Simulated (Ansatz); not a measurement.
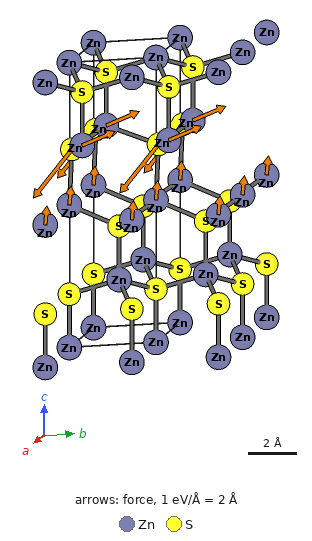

Starting geometry of a crystal of ZnS (set up in P1) with the computed forces as orange arrows. The picture is a ball-and-stick view of the cell of the calculation, repeated 2 × 2 × 1 with one cell outlined, seen slightly off an axis.

The calculation used Ansatz, DFT LDA, scalar-relativistic, plane waves, PAW; settings changed.

Input file:
```yaml
crystal:
  lattice:
    - [3.7418546051, 0.0, 0.0]
    - [-1.8709273026, 3.2405411453, 0.0]
    - [0.0, 0.0, 12.2586683531]
  atoms:
    - { symbol: Zn, position: [-0.0018364492, -0.0040806724, -0.0008921912] }
    - { symbol: Zn, position: [-0.0018364492, -0.0040806724, 0.4991078088] }
    - { symbol: Zn, position: [0.3314968842, 0.6625859942, 0.2489782326] }
    - { symbol: Zn, position: [0.6648302175, 0.3292526609, 0.7489782326] }
    - { symbol: S, position: [-0.0018364492, -0.0040806724, 0.1861066439] }
    - { symbol: S, position: [0.0128551441, 0.028564707, 0.694767236] }
    - { symbol: S, position: [0.3314968842, 0.6625859942, 0.4364770187] }
    - { symbol: S, position: [0.6648302175, 0.3292526609, 0.9364770187] }
basis:
  ecutwfc: 420
kpoints:
  mp_grid: { grid: [6, 6, 2] }
hamiltonian:
  xc: lda
scf:
  occupations: { method: gaussian, width: 0.05 }
  eigensolver: { kind: davidson }
output:
  forces: true
  eigenvalues: true
  stress: true
relax:
  adjacent_minimum: "off"
  f_tol: 0.01
  max_steps: 80
  cell: { stress_tol: 0.1 }
```

Launched with:
```bash
ansatz run input.yaml --threads 2 --pin off --max-ram 5120MiB --backend cpu --events-out ev --progress --plain --runs-dir out
```

### What follows when this structure is relaxed?

It isn't relaxed: the largest force vector, on S6, is 1.37 eV/Å. The atoms end up moving mostly along the starting forces (cosine between the two patterns 0.86). The largest move relative to the cell is that of S6, 0.13 Å roughly along [−1 −3 −1]. By element the largest moves are S 0.13 Å, Zn 0.02 Å. The drawn cell changes at constant volume: a = b 3.742 → 3.743 Å (0.0 %), c 12.259 → 12.254 Å (0.0 %). Among the contacts that change: Zn2–S6 2.401 → 2.292 Å, Zn4–S6 2.207 → 2.294 Å, Zn4–S6 (another image) 2.362 → 2.295 Å. Among the angles between lasting bonds that change: S6–Zn4–S6 115.5° → 109.4°, Zn4–S6–Zn4 115.5° → 109.4°, Zn2–S6–Zn4 103.8° → 109.7°. The space group (tolerance 0.01 Å) goes from P1 (No. 1) to P6_3mc (No. 186). After 2 accepted moves (3 points after the start) the energy has fallen by 12.9 meV per atom. The largest force component goes from 1.1 to 0.0059 eV/Å. Pressure: 0.27 GPa at the start and −0.02 GPa at the end. The SCF was repeated once at an unchanged geometry on a basis and grid sized afresh for the cell, which shifted the energy by less than 0.05 meV per atom at most.
